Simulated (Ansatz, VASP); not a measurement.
# GaAs in two plane-wave programs

One calculation is typed for both programs; each brings its own data sets and cutoff. How far apart do they land?

Calculated with Ansatz 0.2.0; plane waves, with VASP 6.6.1 beside it; G0W0 gap at PBE.

### Step 1. Starting point

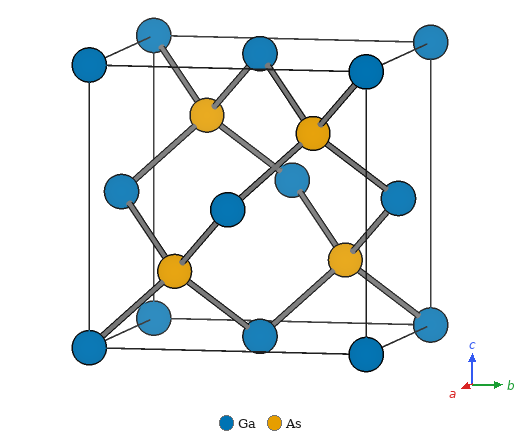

Start, viewed slightly off an axis; gallium blue, arsenic orange. This picture shows the conventional cell, with its axes. Bonds to atoms that aren't drawn are left out. Some periodic images of atoms are drawn too.

### Step 2. VASP: G0W0 gap, PBE

Quasiparticle shifts depend on high empty states and on the cores, so they are the hardest test of two PAW sets.

Lines of VASP's logs that name or quote its potential files are left out, and so is its time.

INCAR

```
SYSTEM = GaAs
PREC = Accurate
ENCUT = 430
ISMEAR = 0
SIGMA = 0.01
LREAL = .FALSE.
GGA = PE
NBANDS = 136
ALGO = EVGW0
NELMGW = 1
ENCUTGW = 120
NOMEGA = 48
PRECFOCK = Fast
NBANDSGW = 24
LWAVE = .FALSE.
LCHARG = .FALSE.
```

POSCAR

```
GaAs
1.0
    0.0000000000      2.8268500000      2.8268500000
    2.8268500000      0.0000000000      2.8268500000
    2.8268500000      2.8268500000      0.0000000000
Ga As
1 1
Direct
    0.0000000000      0.0000000000      0.0000000000
    0.2500000000      0.2500000000      0.2500000000
```

KPOINTS

```
Automatic mesh
0
Gamma
4 4 4
0 0 0
```

PAW data sets: Ga_d_GW and As_GW (PBE family, release 64).

On the command line:

```console
> mpirun -np 8 vasp_std
```

Numbers of over 12 decimals in the logs are rounded to 6 here.

Log:

```text
[banner, memory and clock lines left out]
running    8 mpi-ranks, on    1 nodes
 distrk:  each k-point on    8 cores,    1 groups
 distr:  one band on    1 cores,    8 groups

 POSCAR found type information on POSCAR GaAs
 POSCAR found :  2 types and       2 ions
|                                                                             |
|           W    W    AA    RRRRR   N    N  II  N    N   GGGG   !!!           |
|           W    W   A  A   R    R  NN   N  II  NN   N  G    G  !!!           |
|           W    W  A    A  R    R  N N  N  II  N N  N  G       !!!           |
|           W WW W  AAAAAA  RRRRR   N  N N  II  N  N N  G  GGG   !            |
|           WW  WW  A    A  R   R   N   NN  II  N   NN  G    G                |
|           W    W  A    A  R    R  N    N  II  N    N   GGGG   !!!           |
|                                                                             |
|     For optimal performance we recommend to set                             |
|       NCORE = 2 up to number-of-cores-per-socket                            |
|     NCORE specifies how many cores store one orbital (NPAR=cpu/NCORE).      |
|     This setting can greatly improve the performance of VASP for DFT.       |
|     The default, NCORE=1 might be grossly inefficient on modern             |
|     multi-core architectures or massively parallel machines. Do your        |
|     Unfortunately you need to use the default for GW and RPA                |
|     calculations (for HF NCORE is supported but not extensively tested      |
|     yet).                                                                   |
|                                                                             |

|                                                                             |
|           W    W    AA    RRRRR   N    N  II  N    N   GGGG   !!!           |
|           W    W   A  A   R    R  NN   N  II  NN   N  G    G  !!!           |
|           W    W  A    A  R    R  N N  N  II  N N  N  G       !!!           |
|           W WW W  AAAAAA  RRRRR   N  N N  II  N  N N  G  GGG   !            |
|           WW  WW  A    A  R   R   N   NN  II  N   NN  G    G                |
|           W    W  A    A  R    R  N    N  II  N    N   GGGG   !!!           |
|                                                                             |
|     The default for ENCUTGWSOFT is different in this version of VASP.       |
|     please manually set ENCUTGWSOFT =120 in the INCAR file.                 |
|                                                                             |

 LDA part: xc-table for (Slater+PW92), standard interpolation
 found WAVECAR, reading the header
 POSCAR, INCAR and KPOINTS ok, starting setup
 FFT: planning ... GRIDC
 FFT: planning ... GRID_SOFT
 FFT: planning ... GRID
 reading WAVECAR
 the WAVECAR file was read successfully
 initial charge from wavefunction
 available memory per node:     95.34 GB, setting MAXMEM to     97631

 The Fermi energy was updated, please check that it is located mid-gap
 values below the HOMO (VB) or above the LUMO (CB) will cause erroneous energies
 E-fermi :   4.1457

 calculate exact exchange contribution
 the WAVEDER file was read successfully
|                                                                             |
|           W    W    AA    RRRRR   N    N  II  N    N   GGGG   !!!           |
|           W    W   A  A   R    R  NN   N  II  NN   N  G    G  !!!           |
|           W    W  A    A  R    R  N N  N  II  N N  N  G       !!!           |
|           W WW W  AAAAAA  RRRRR   N  N N  II  N  N N  G  GGG   !            |
|           WW  WW  A    A  R   R   N   NN  II  N   NN  G    G                |
|           W    W  A    A  R    R  N    N  II  N    N   GGGG   !!!           |
|                                                                             |
|     Automatic setting of frequency mesh for GW failed. Frequency mesh       |
|     properly not suitable for determining QP energies. Consider             |
|     increasing number of kpoints.                                           |
|                                                                             |

energies w=
    0.000    0.000    0.279    0.000    0.556    0.000    0.831    0.000
    1.103    0.000    1.371    0.000    1.635    0.000    1.893    0.000
    2.147    0.000    2.396    0.000    2.640    0.000    2.881    0.000
    3.118    0.000    3.353    0.000    3.585    0.000    3.816    0.000
    4.048    0.000    4.280    0.000    4.514    0.000    4.751    0.000
    4.993    0.000    5.240    0.000    5.494    0.000    5.758    0.000
    6.033    0.000    6.321    0.000    6.625    0.000    6.949    0.000
    7.295    0.000    7.669    0.000    8.076    0.000    8.524    0.000
    9.020    0.000    9.576    0.000   10.207    0.000   10.932    0.000
   11.774    0.000   12.772    0.000   13.973    0.000   15.451    0.000
   17.318    0.000   19.751    0.000   23.050    0.000   27.775    0.000
   35.088    0.000   47.872    0.000   75.786    0.000  183.618    0.000
 responsefunction array rank=     144
 LDA part: xc-table for (Slater+PW92), standard interpolation

 min. memory requirement per mpi rank    104.7 MB, per node    837.8 MB

 allocating   6 responsefunctions rank=   144
 shmem allocating  48 responsefunctions rank=   144
 response function shared by NCSHMEM nodes    1
 Doing            6  frequencies on each core in blocks of           48
NQ=   1    0.0000    0.0000    0.0000,
|.........|.........|.........|.........|.........|.........|.........|.........
 performed        198000 updates of chi_q(r,r)
 total number of BLAS operations         29.81 Gflops
NQ=   2    0.2500    0.0000    0.0000,
|.........|.........|.........|.........|.........|.........|.........|.........
 performed        579000 updates of chi_q(r,r)
 total number of BLAS operations         87.90 Gflops
NQ=   3    0.5000    0.0000    0.0000,
|.........|.........|.........|.........|.........|.........|.........|.........
 performed        908000 updates of chi_q(r,r)
 total number of BLAS operations        138.04 Gflops
NQ=   4    0.2500    0.2500    0.0000,
|.........|.........|.........|.........|.........|.........|.........|.........
 performed       1289000 updates of chi_q(r,r)
 total number of BLAS operations        192.00 Gflops
NQ=   5    0.5000    0.2500    0.0000,
|.........|.........|.........|.........|.........|.........|.........|.........
 performed       1813000 updates of chi_q(r,r)
 total number of BLAS operations        265.17 Gflops
NQ=   6   -0.2500    0.2500    0.0000,
|.........|.........|.........|.........|.........|.........|.........|.........
 performed       2285000 updates of chi_q(r,r)
 total number of BLAS operations        337.19 Gflops
NQ=   7    0.5000    0.5000    0.0000,
|.........|.........|.........|.........|.........|.........|.........|.........
 performed       2574000 updates of chi_q(r,r)
 total number of BLAS operations        374.01 Gflops
NQ=   8   -0.2500    0.5000    0.2500,
|.........|.........|.........|.........|.........|.........|.........|.........
 performed       2942000 updates of chi_q(r,r)
 total number of BLAS operations        435.10 Gflops
 resolving degeneracies of screened two electron integrals

 calculate QP shifts <psi_nk| G(iteration)W_0 |psi_nk>: iteration 1
 entering main loop
```

From OUTCAR (step 2):

```text
ion  position               nearest neighbor table
   1  0.000  0.000  0.000-   2 2.45   2 2.45   2 2.45   2 2.45
   2  0.250  0.250  0.250-   1 2.45   1 2.45   1 2.45   1 2.45

  LATTYP: Found a face centered cubic cell.
 ALAT       =     5.6537000000

 Subroutine GETGRP returns: Found 24 space group operations
 (whereof 24 operations were pure point group operations)

The static configuration has the point symmetry T_d .

 Found      8 irreducible k-points:

   k-points           NKPTS =      8   k-points in BZ     NKDIM =     64   number of bands    NBANDS=    136

   dimension x,y,z NGX =    28 NGY =   28 NGZ =   28
   dimension x,y,z NGXF=    56 NGYF=   56 NGZF=   56

   ENCUT  =  430.0 eV  31.60 Ry    5.62 a.u.   6.76  6.76  6.76*2*pi/ulx,y,z

   NELECT =      18.0000    total number of electrons

  energy-cutoff  :      430.00
  volume of cell :       45.18
      direct lattice vectors                 reciprocal lattice vectors
     0.000000000  2.826850000  2.826850000    -0.176875321  0.176875321  0.176875321
     2.826850000  0.000000000  2.826850000     0.176875321 -0.176875321  0.176875321
     2.826850000  2.826850000  0.000000000     0.176875321  0.176875321 -0.176875321

 k-points in reciprocal lattice and weights: Automatic mesh
   0.00000000  0.00000000  0.00000000       0.016
   0.25000000  0.00000000  0.00000000       0.125
   0.50000000  0.00000000  0.00000000       0.062
   0.25000000  0.25000000  0.00000000       0.094
   0.50000000  0.25000000  0.00000000       0.375
  -0.25000000  0.25000000  0.00000000       0.188
   0.50000000  0.50000000  0.00000000       0.047
  -0.25000000  0.50000000  0.25000000       0.094

 E-fermi :   4.1457

 QP shifts <psi_nk| G(iteration)W_0 |psi_nk>: iteration 1
 for sc-GW calculations column KS-energies equals QP-energies in previous step
 and V_xc(KS)=  KS-energies - (<T + V_ion + V_H > + <T+V_H+V_ion>^1  + <V_x>^1)
 k-point   1 :       0.0000    0.0000    0.0000
  band No.  KS-energies  QP-energies   sigma(KS)   V_xc(KS)     V^pw_x(r,r')   Z            occupation Imag(sigma)
    ...
      6      -8.8339      -9.2355     -11.7675     -11.1350     -18.1005       0.6349       2.0000       0.9475
      7       3.8972       3.4507     -12.4416     -11.8512     -13.6842       0.7564       2.0000       0.0961
      8       3.8972       3.4507     -12.4416     -11.8512     -13.6842       0.7564       2.0000       0.0961
      9       3.8972       3.4507     -12.4416     -11.8512     -13.6842       0.7564       2.0000       0.0961
     10       4.3942       4.8522     -10.8894     -11.4866      -7.0861       0.7669       0.0000      -0.0448
     11       7.5878       7.6130      -9.9708     -10.0040      -5.5654       0.7604       0.0000      -0.0787
     12       7.5878       7.6130      -9.9708     -10.0040      -5.5654       0.7604       0.0000      -0.0787
     13       7.5878       7.6130      -9.9708     -10.0040      -5.5654       0.7604       0.0000      -0.0787
    ...

 k-point   2 :       0.2500    0.0000    0.0000
  band No.  KS-energies  QP-energies   sigma(KS)   V_xc(KS)     V^pw_x(r,r')   Z            occupation Imag(sigma)
    ...
      6      -8.1410      -8.5867     -12.1805     -11.5058     -18.3158       0.6607       2.0000       0.9038
      7      -0.2572      -0.7240     -11.7566     -11.1164     -14.0814       0.7291       2.0000       0.1677
      8       3.2132       2.7319     -12.1579     -11.5196     -13.5135       0.7542       2.0000       0.0978
      9       3.2132       2.7319     -12.1579     -11.5196     -13.5135       0.7542       2.0000       0.0978
     10       5.3208       5.5356     -10.2504     -10.5311      -6.3136       0.7653       0.0000      -0.0565
     11       8.4566       8.4966     -10.0438     -10.0968      -5.4391       0.7546       0.0000      -0.0954
     12       8.4566       8.4966     -10.0438     -10.0968      -5.4391       0.7546       0.0000      -0.0954
     13       9.8399       9.9734     -10.2340     -10.4122      -5.3607       0.7489       0.0000      -0.1346
    ...

 k-point   3 :       0.5000    0.0000    0.0000
  band No.  KS-energies  QP-energies   sigma(KS)   V_xc(KS)     V^pw_x(r,r')   Z            occupation Imag(sigma)
    ...
      6      -7.0641      -7.5188     -12.7973     -12.1256     -18.5917       0.6770       2.0000       0.7920
      7      -2.7656      -3.3168     -11.1946     -10.4103     -14.6953       0.7027       2.0000       0.3348
      8       2.7475       2.2391     -12.0669     -11.3890     -13.5913       0.7501       2.0000       0.1037
      9       2.7475       2.2391     -12.0669     -11.3890     -13.5913       0.7501       2.0000       0.1037
     10       4.8709       5.0505     -10.1555     -10.3890      -6.3200       0.7692       0.0000      -0.0571
     11       8.4956       8.4788      -9.6727      -9.6507      -5.0744       0.7603       0.0000      -0.1045
     12       8.4956       8.4788      -9.6727      -9.6507      -5.0744       0.7603       0.0000      -0.1045
     13      11.6335      11.3797      -7.9290      -7.5936      -2.5908       0.7568       0.0000      -0.2462
    ...

 k-point   4 :       0.2500    0.2500    0.0000
  band No.  KS-energies  QP-energies   sigma(KS)   V_xc(KS)     V^pw_x(r,r')   Z            occupation Imag(sigma)
    ...
      6      -7.9050      -8.3481     -12.2378     -11.5695     -18.2935       0.6631       2.0000       0.8882
      7      -0.2065      -0.6098     -12.1296     -11.5791     -14.4094       0.7328       2.0000       0.1675
      8       2.1947       1.6577     -11.7492     -11.0331     -13.3498       0.7498       2.0000       0.1058
      9       2.1947       1.6577     -11.7492     -11.0331     -13.3498       0.7498       2.0000       0.1058
     10       5.8473       5.8078      -9.4540      -9.4027      -5.4422       0.7701       0.0000      -0.0706
     11       7.1427       7.2489      -9.9581     -10.0978      -5.6800       0.7603       0.0000      -0.0763
     12      10.4731      10.5838     -10.5484     -10.6986      -5.4442       0.7364       0.0000      -0.1538
     13      10.4731      10.5838     -10.5484     -10.6986      -5.4442       0.7364       0.0000      -0.1538
    ...

[... 4 further parts left out ...]
```

[end of part 1 of 2]

[Lines on the potential files, build, host, timing and source positions are cut from VASP's logs without a mark.]

[Logs are printed without paths, hosts, clocks, repeated set-up lines and the standing remarks that a program may print on its own settings, such as how far it seeks lower states.]

[Hosts, paths, dates, database ids (printed as entryN), source tags and the programs' standing remarks are cut or masked in the printed files.]
